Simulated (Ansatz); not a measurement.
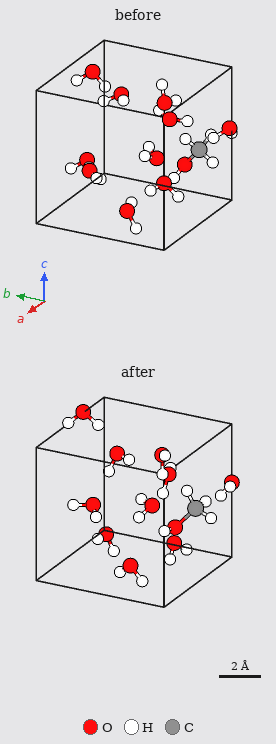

The structure of an amorphous cell of composition H24CO11 before (top) and after (bottom) a relaxation, at one scale.

Style: ball-and-stick. Shown: the cell of the calculation, from a free direction.

The cell holds 10 H2O + 1 CH3OH. The run prepares the start of a later molecular dynamics calculation, from a guessed geometry.

Theory: DFT PBE, scalar-relativistic, plane waves, PAW (Ansatz). Settings: plane-wave cutoff 420 eV; k-point mesh 1 × 1 × 1; occupations fermi dirac; smearing width 0.02 eV; no spin polarisation; atoms relaxed in a fixed cell; force threshold 0.3 eV/Å; at most 15 steps.

Describe what moved and what it gained.

The relaxation stopped without meeting its thresholds, so the last structure isn't shown to be converged. It used up its limit of 15 steps. The largest moves, 1.55 Å, are those of H atoms. By element the largest moves are H 1.55 Å, O 1.27 Å, C 0.34 Å. The lattice vectors keep their values. Some distances before and after: H–O 0.969 → 1.017 Å, H–O 0.969 → 0.997 Å, C–H 1.097 → 1.107 Å, C–O 1.423 → 1.429 Å. Among the angles between lasting bonds that change: H–O–H 104.0° → 107.7°, H–O–H 104.0° → 101.8°. After 14 geometry steps the energy has fallen by 191 meV per atom. Largest force component: 2.8 eV/Å at the start, 1.5 eV/Å at the end.

Limits of the set-up: the program's low-accuracy preset was used; the periodic images lie only 7.2 Å apart, so the values are limited by the cell's size.
